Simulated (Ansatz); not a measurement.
Run report: C₃₂N, nudged elastic band (part 5 of 5)

The same run, continued: C₃₂N (defect cell, 33 atoms in the cell); DFT PBE+D3(BJ), scalar-relativistic, plane waves, PAW, spin-polarised (Ansatz 0.2.0); cutoff 420 eV, 2×2×2 k-mesh, Gaussian smearing of 0.02 eV, collinear spins. The structure derives from a Materials Project entry. It belongs to a series of runs on one base structure; here: climbing-image band for the jump of N by 1.09 A.

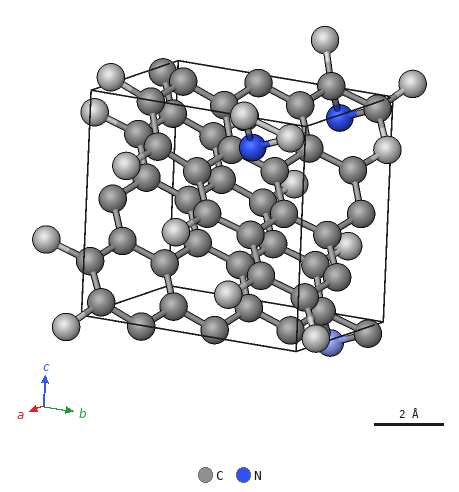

Fig. 1: The starting structure (ball-and-stick view of the cell of the calculation, seen slightly off an axis; neighbours outside the cell are drawn fainter). An atom can appear more than once, as a periodic image.

The last band as extended XYZ, continued:
```
33
Lattice="5.6710 0.0000 -3.4027 -2.8677 -4.9298 -3.3595 -2.8677 4.9298 -3.3595" Properties=species:S:1:pos:R:3:forces:R:3 image=6 energy=-8413.56081
C     0.7072    2.4640   -3.4016    0.0002  -0.0016   0.0006
C    -0.0360   -1.2415   -6.5522    0.0009   0.0000  -0.0005
C     2.1021   -0.0068   -6.5541    0.0002   0.0003  -0.0014
C     0.6892    0.0035   -3.3724    0.0010   0.0001  -0.0001
C    -1.4477    1.2210   -3.3784    0.0009  -0.0006   0.0003
C     2.8196    1.2318   -3.3808   -0.0009  -0.0006  -0.0005
C     2.0929   -2.4619   -6.6736    0.0002  -0.0022   0.0016
C     0.6957   -2.4620   -3.3832   -0.0005  -0.0008   0.0001
C    -1.4385   -1.2267   -3.3506    0.0013   0.0004  -0.0008
C     2.8204   -1.2338   -3.3969    0.0010  -0.0002   0.0009
C     4.9051    0.0066   -3.5277    0.0018   0.0002  -0.0002
C    -2.1616   -0.0092   -6.7375    0.0021  -0.0001   0.0001
C    -1.4233   -3.6495   -3.4871    0.0012  -0.0005  -0.0003
C    -0.0368    1.2286   -6.6362    0.0006  -0.0002  -0.0015
C     2.0966    2.4524   -6.7485   -0.0014   0.0007  -0.0001
C    -1.4170    3.6657   -3.2581    0.0018  -0.0076  -0.0018
C    -0.7439   -2.4648   -6.6784    0.0001   0.0008   0.0002
C     1.3936   -1.2477   -6.5005   -0.0014   0.0018  -0.0037
C    -2.1565   -0.0055   -3.2870   -0.0014   0.0005   0.0003
C     2.1129   -0.0004   -3.3946   -0.0008   0.0008   0.0015
C    -0.0171    1.2284   -3.3915    0.0000   0.0003   0.0001
C     1.3658   -3.6934   -6.7920    0.0005   0.0010  -0.0010
C    -2.1499   -2.4495   -3.3909   -0.0007   0.0001  -0.0009
C    -0.7511    2.4617   -6.7117    0.0007   0.0002  -0.0002
C    -0.0184   -1.2312   -3.3785   -0.0010   0.0000   0.0018
C     1.3730    3.7039   -6.8089   -0.0007  -0.0020   0.0000
C    -5.0547    0.0486   -6.6845   -0.0028   0.0035   0.0053
C    -0.7447   -0.0047   -6.6210   -0.0020   0.0002  -0.0007
C    -2.8885    1.2405   -6.7838   -0.0001   0.0007   0.0002
C     1.3858    1.2262   -6.6260   -0.0002  -0.0002   0.0001
C    -2.1720    2.4235   -3.3972    0.0004   0.0027   0.0016
C    -2.8361   -1.2383   -6.7847   -0.0022   0.0028   0.0021
N     0.9815   -0.5435   -8.8280    0.0013  -0.0004  -0.0030
```

Results in brief:

| quantity | value |
| --- | --- |
| outcome | converged |
| barrier, forward | 0.736 eV |
| barrier, backward | 0.736 eV |
| electrons treated | 133 |
| wall time | 13 min (CPU time 42 min) |
| peak memory | 1.6 GiB |

The order of the saddle point was not checked.
